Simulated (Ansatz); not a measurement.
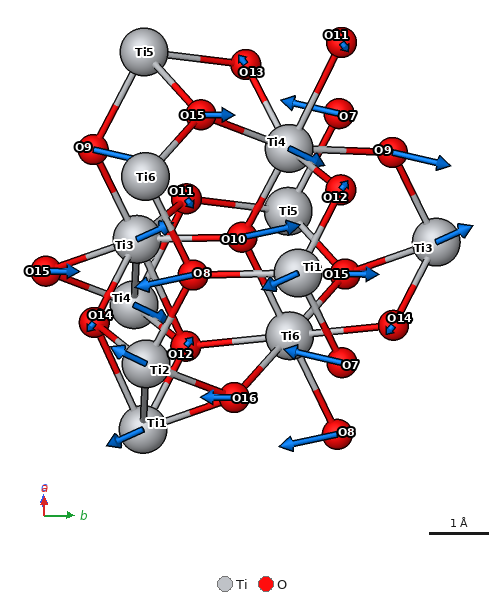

A relaxation of crystalline Ti3O5 (built on the database type). The starting structure is drawn; blue arrows show the displacements (the part carried along by the change of the cell is left out), 20 times their true length.

The picture is a ball-and-stick view of the atoms within 4.2 Å of the atom that moves most (axes of the conventional cell (2 times the calculation's cell)), seen from a free direction. Lengths and directions refer to the drawn axes.

Case: structure reported for this formula (C2/c, No. 15).

Computed with DFT r2SCAN, scalar-relativistic, plane waves, PAW in Ansatz. Settings: plane-wave cutoff 500 eV; k-point mesh 8 × 8 × 6; occupations gaussian; smearing width 0.1 eV; collinear spin; cell and atoms relaxed; force threshold 0.01 eV/Å; at most 80 steps.

### Which element moves most?

Oxygen: up to 0.052 Å, against 0.037 Å for titanium.

### Describe the change and its energy.

The largest moves relative to the cell, 0.052 Å, are those of O7, O8, O9 and O10. O10 goes roughly along [0 3 1]. Largest moves by element: O 0.052 Å, Ti 0.037 Å. Cell: a 10.115 → 10.209 Å (+0.9 %), b 5.074 → 5.042 Å (−0.6 %), c 7.182 → 7.145 Å (−0.5 %), β 112.0° → 111.7°. Volume +0.1 %. Among the contacts that change: Ti1–Ti2 2.802 → 2.859 Å, Ti1–Ti6 3.064 → 3.035 Å, Ti1–Ti6 (another image) 2.956 → 2.981 Å, Ti1–O14 2.176 → 2.196 Å. Bond angles that change, for instance: Ti3–O9–Ti5 130.9° → 133.3°. The space group stays C2/c (No. 15). After 5 accepted moves (6 points after the start) the energy has fallen by 3.5 meV per atom. The largest force component goes from 0.33 to 0.0014 eV/Å. Pressure: −0.38 GPa at the start and 0.00 GPa at the end. At 1 point the geometry stayed and the basis and grid were re-selected for the new cell (energy shift of less than 0.05 meV per atom at most each time).
